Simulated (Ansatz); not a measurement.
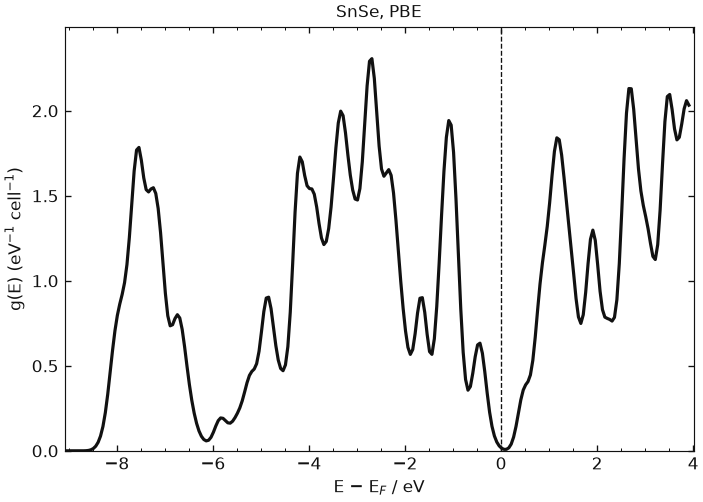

Density of states. Energies are counted from the Fermi level, put mid-gap where there is a gap. The curve is built from the levels of the k mesh with Gaussians 0.3 eV wide, which also blur the band edges.

Calculation on SnSe, space group Fm-3m (No. 225), 2 atoms in the cell, rocksalt type.

Method: DFT, PBE, plane waves, PAW, no spin polarisation, 8×8×8 k mesh, 420 eV cutoff, Fermi-Dirac smearing of 0.02 eV (Ansatz 0.2.0).

> Is there a gap at the Fermi level, and how wide?

There is a gap; over the k points computed it is 0.00 eV (direct among those points).

> How wide is the upper valence band?

The upper group of valence states starts about 8.3 eV under the valence-band top, with a gap beneath it; it holds about 8 electrons a cell.
